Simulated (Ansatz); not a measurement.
# Calculations on Ta16H

**1. Relaxation**

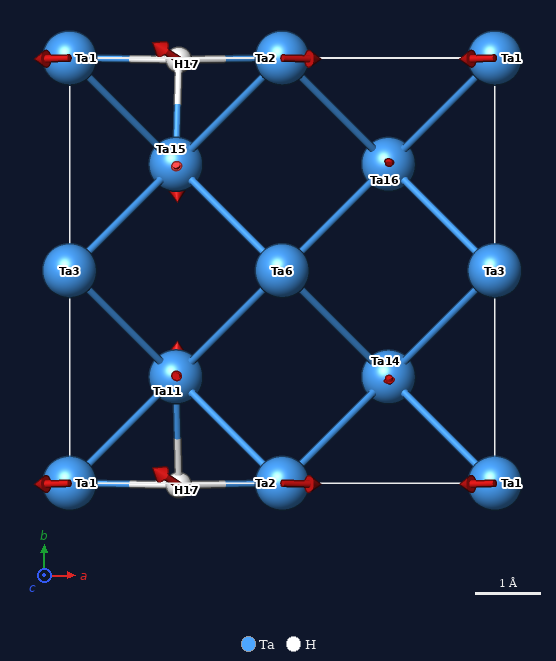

A relaxation of a defect cell of composition Ta16H. The starting structure is drawn; red arrows show the displacements, magnified 10 times.

Style: ball-and-stick. Shown: the cell of the calculation, along the c axis.

It is an interstitial H in bcc Ta. The run prepares an end point of a later path (interstitial hop) calculation, from a guessed geometry.

These are results of DFT PBE, scalar-relativistic, plane waves, PAW (Ansatz), not measurements.

The input:
```yaml
crystal:
  lattice:
    - [6.62, 0.0, 0.0]
    - [0.0, 6.62, 0.0]
    - [0.0, 0.0, 6.62]
  atoms:
    - { symbol: Ta, position: [0.0, 0.0, 0.0] }
    - { symbol: Ta, position: [0.5, 0.0, 0.0] }
    - { symbol: Ta, position: [0.0, 0.5, 0.0] }
    - { symbol: Ta, position: [0.0, 0.0, 0.5] }
    - { symbol: Ta, position: [0.25, 0.25, 0.25] }
    - { symbol: Ta, position: [0.5, 0.5, 0.0] }
    - { symbol: Ta, position: [0.5, 0.0, 0.5] }
    - { symbol: Ta, position: [0.75, 0.25, 0.25] }
    - { symbol: Ta, position: [0.0, 0.5, 0.5] }
    - { symbol: Ta, position: [0.25, 0.75, 0.25] }
    - { symbol: Ta, position: [0.25, 0.25, 0.75] }
    - { symbol: Ta, position: [0.5, 0.5, 0.5] }
    - { symbol: Ta, position: [0.75, 0.75, 0.25] }
    - { symbol: Ta, position: [0.75, 0.25, 0.75] }
    - { symbol: Ta, position: [0.25, 0.75, 0.75] }
    - { symbol: Ta, position: [0.75, 0.75, 0.75] }
    - { symbol: H, position: [0.2568934, -0.0044085, 0.118738] }
basis:
  ecutwfc: 420.0
kpoints:
  mp_grid: { grid: [3, 3, 3] }
hamiltonian:
  xc: pbe
scf:
  occupations: { method: gaussian, width: 0.1 }
  lower_state_search: "off"
relax:
  f_tol: 0.03
  max_steps: 60
  adjacent_minimum: "off"
```

Launched with:
```bash
ansatz run input.yaml --threads 4 --pin off --max-ram 10240MiB --backend cpu --events-out ev --progress --plain --runs-dir out
```

Q: What happened in the run?

A: The largest move is that of Ta2, 0.073 Å along [3 0 −2]. Largest moves by element: Ta 0.073 Å, H 0.063 Å. The cell stays as it was. Near-neighbour distances that change, for instance: Ta2–H17 1.791 → 1.919 Å, Ta1–Ta2 3.310 → 3.428 Å, Ta1–Ta2 (another image) 3.310 → 3.192 Å, Ta1–Ta10 2.867 → 2.977 Å. Among the angles between lasting bonds that change: Ta1–H17–Ta5 99.0° → 101.7°, Ta1–H17–Ta2 129.1° → 126.6°, Ta2–H17–Ta10 104.1° → 101.7°. The energy falls by 0.199 eV per cell of the calculation in 2 accepted moves (4 points after the start). Largest force component: 1.5 eV/Å at the start, 0.013 eV/Å at the end. The line search rejected the trial step at point 1 of the run. 1 step only repeated the SCF at the same geometry. The run took 41 s on 4 threads of Intel(R) Xeon(R) Platinum 8259CL CPU @ 2.50GHz (Skylake/Cascade Lake) (shared host), peak memory 1.2 GiB.

Limits of the set-up: the periodic images lie only 6.6 Å apart, so the values are limited by the cell's size.

**2. Relaxation**

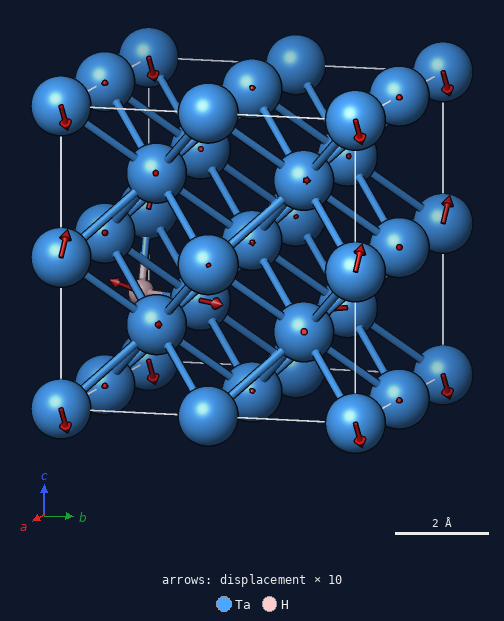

This is a relaxation of a defect cell of composition Ta16H. The starting structure is drawn; red arrows show the displacements, magnified 10 times.

The picture is a ball-and-stick view of the cell of the calculation, seen slightly off an axis.

It is an interstitial H in bcc Ta. The run prepares an end point of a later path (interstitial hop) calculation, from a guessed geometry.

Theory: DFT PBE, scalar-relativistic, plane waves, PAW (Ansatz 0.2.0).

Input file:
```yaml
crystal:
  lattice:
    - [6.62, 0.0, 0.0]
    - [0.0, 6.62, 0.0]
    - [0.0, 0.0, 6.62]
  atoms:
    - { symbol: Ta, position: [0.0, 0.0, 0.0] }
    - { symbol: Ta, position: [0.5, 0.0, 0.0] }
    - { symbol: Ta, position: [0.0, 0.5, 0.0] }
    - { symbol: Ta, position: [0.0, 0.0, 0.5] }
    - { symbol: Ta, position: [0.25, 0.25, 0.25] }
    - { symbol: Ta, position: [0.5, 0.5, 0.0] }
    - { symbol: Ta, position: [0.5, 0.0, 0.5] }
    - { symbol: Ta, position: [0.75, 0.25, 0.25] }
    - { symbol: Ta, position: [0.0, 0.5, 0.5] }
    - { symbol: Ta, position: [0.25, 0.75, 0.25] }
    - { symbol: Ta, position: [0.25, 0.25, 0.75] }
    - { symbol: Ta, position: [0.5, 0.5, 0.5] }
    - { symbol: Ta, position: [0.75, 0.75, 0.25] }
    - { symbol: Ta, position: [0.75, 0.25, 0.75] }
    - { symbol: Ta, position: [0.25, 0.75, 0.75] }
    - { symbol: Ta, position: [0.75, 0.75, 0.75] }
    - { symbol: H, position: [0.11992807, 0.0108395, 0.2449347] }
basis:
  ecutwfc: 420.0
kpoints:
  mp_grid: { grid: [3, 3, 3] }
hamiltonian:
  xc: pbe
scf:
  occupations: { method: gaussian, width: 0.1 }
  lower_state_search: "off"
relax:
  f_tol: 0.03
  max_steps: 60
  adjacent_minimum: "off"
```

Command:
```bash
ansatz run input.yaml --threads 4 --pin off --max-ram 10240MiB --backend cpu --events-out ev --progress --plain --runs-dir out
```

Q: What happened in the run?

A: The atom that moves furthest is H17 (0.080 Å along [1 −2 1]). By element the largest moves are H 0.080 Å, Ta 0.072 Å. The cell doesn't change. Some distances before and after: Ta1–Ta4 3.310 → 3.428 Å, Ta1–Ta4 (another image) 3.310 → 3.192 Å, Ta5–H17 1.803 → 1.919 Å, Ta1–H17 1.807 → 1.919 Å. Among the angles between lasting bonds that change: Ta4–H17–Ta10 98.0° → 101.7°, Ta1–H17–Ta5 105.2° → 101.7°, Ta1–H17–Ta4 128.5° → 126.5°. Over 2 accepted moves (4 points after the start) the energy falls by 0.211 eV per cell of the calculation. Largest force component: 1.4 eV/Å at the start, 0.015 eV/Å at the end. The line search rejected the trial step at point 1 of the run. 1 step only repeated the SCF at the same geometry.

Limits of the set-up: the periodic images lie only 6.6 Å apart, so the values are limited by the cell's size.

**3. Path**

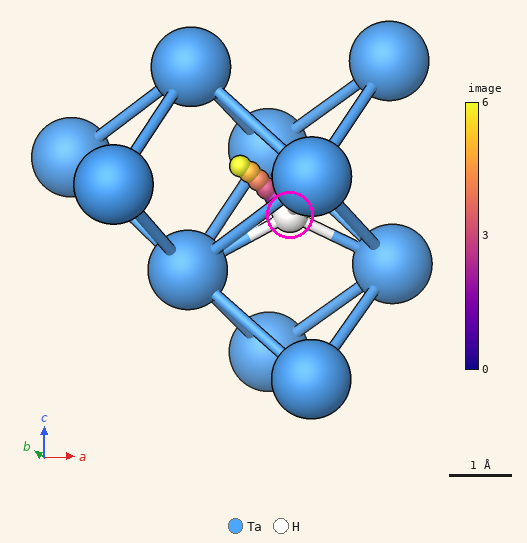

A search for the minimum-energy path of Ta with an interstitial H (17 atoms in the cell) by the nudged elastic band. Images are numbered from 0 (start) to 6 (end). The start is drawn whole; smaller spheres mark the moving atoms (H) in the later images, joined by lines and coloured by the number of the image. A ball-and-stick model of the atoms within 3.6 Å of the middle of the path, seen slightly off an axis. The moving atom is ringed, with any periodic copies. Bonds to atoms that aren't drawn are left out.

These are results of Ansatz, DFT PBE, scalar-relativistic, plane waves, PAW, not measurements. Set-up: plane-wave cutoff 420 eV; k-point mesh 3 × 3 × 3; Gaussian smearing 0.1 eV; 5 movable images; climbing image; force threshold 0.05 eV/Å; iteration limit 47; spring constant 2.0 eV/Å²; starting path by straight interpolation.

Q: Describe the path and its energy.

A: The H atom travels furthest, 1.18 Å from end to end, along [−1 0 1], on a straight line. At the highest image its nearest neighbour (Ta) is 1.85 Å away, against 1.92 Å at the start, and the surrounding atoms stand up to 0.04 Å off the mean of their end positions. The barrier is about 0.192 eV in both directions, with image 3 at the top; the ends have the same energy. The band converged in 4 iterations. The largest component of the band force went from 0.58 to 0.014 eV/Å. The climbing image converged on the top of the path. A check of its curvatures didn't confirm a first-order saddle.

Limits of the set-up: the periodic images lie only 6.6 Å apart, so the values are limited by the cell's size.
